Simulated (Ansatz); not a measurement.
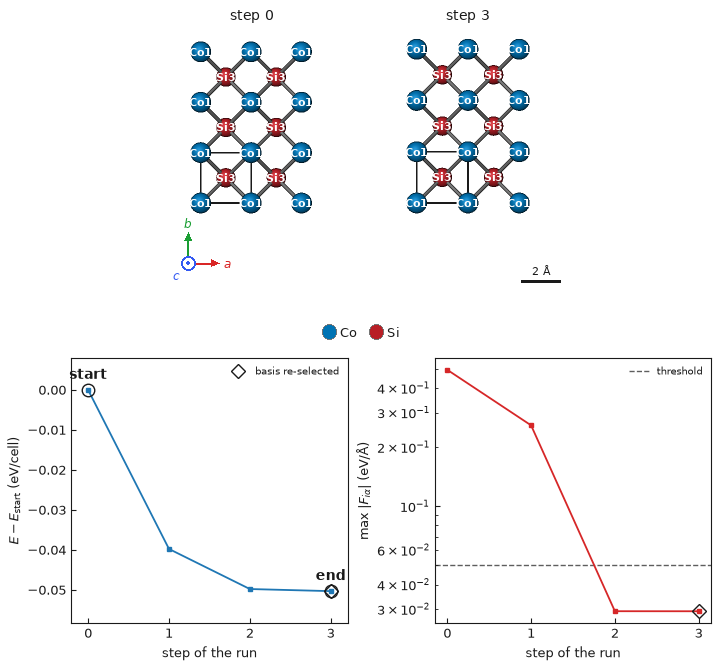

First and last geometry of a relaxation of crystalline CoSi2 (a generated structure, set up in P4/mmm) (coarse preliminary run), with the history of the run. Style: ball-and-stick. Shown: the cell of the calculation, repeated 2 × 3 × 1 with one cell outlined, along the c axis.

Case: Fe → Co on all its sites, cell and atoms relaxed.

Level of theory: DFT r2SCAN, scalar-relativistic, plane waves, PAW (Ansatz). (plane-wave cutoff 500 eV; k-point mesh 8 × 8 × 4; occupations gaussian; smearing width 0.1 eV; collinear spin; cell and atoms relaxed; force threshold 0.05 eV/Å; at most 60 steps)

> Read the history and describe the run.

It converged. The largest moves relative to the cell, 0.005 Å, are those of Si atoms. Co stays in place. The drawn cell changes as follows: a = b 2.652 → 2.699 Å (+1.8 %), c 5.047 → 5.088 Å (+0.8 %); the volume changes by +4.4 %. Some distances before and after: Co–Si 2.321 → 2.358 Å, Si–Si 2.311 → 2.319 Å. The space group stays P4/mmm (No. 123). Over 2 accepted moves (3 points after the start) the energy falls by 50.3 meV per cell of the calculation. Largest force component: 0.5 eV/Å at the start, 0.029 eV/Å at the end. The pressure goes from 9.51 to 0.32 GPa. The SCF was repeated once at an unchanged geometry on a basis and grid sized afresh for the cell, which shifted the energy by 0.5 meV per cell of the calculation at most. Cost: 48 s on 1 thread of Arm Neoverse V1, on a shared host, peak memory 0.44 GiB.

```csv
step,"E − E(0), meV/atom","largest force component, eV/Å","pressure, GPa","volume, Å³/atom",note
0,0.00,0.4953,9.51,11.834,
1,-13.25,0.2584,4.07,12.134,
2,-16.59,0.0293,0.31,12.354,
3,-16.77,0.0292,0.32,12.354,"same geometry, new basis"
```
